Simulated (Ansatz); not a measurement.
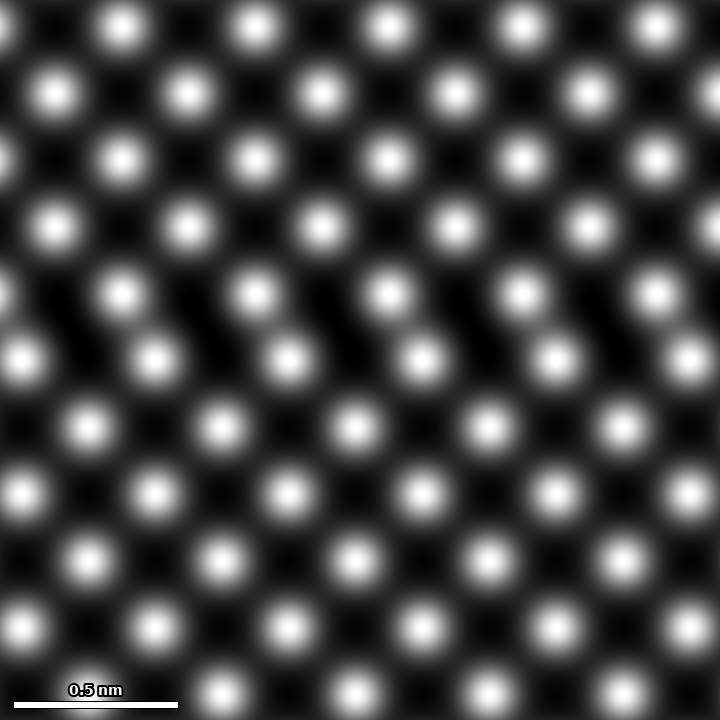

Integrated-DPC-like image of Mg (I4_1/amd, No. 141) along [001]. Simulated as the projected potential of neutral atoms (B = 0.5 Å²) blurred by a 1.11 Å probe, the thin-sample limit of integrated differential phase contrast.

One planar defect was built into the perfect crystal by geometry alone, without relaxation. Host structure: the end point of a relaxation with DFT PBEsol, scalar-relativistic, plane waves, PAW in Ansatz 0.2.0; the starting structure was generated, so it need not be a known form of this composition.

Find the planar defect and say what kind it is.

A planar fault (a stacking fault) runs horizontally about 10 Å below the top edge. The part above it is shifted along the boundary by 1/4 of the 4.08 Å repeat of the rows (1.0 Å to the right, the same as 3.1 Å to the left); both parts keep the same orientation.
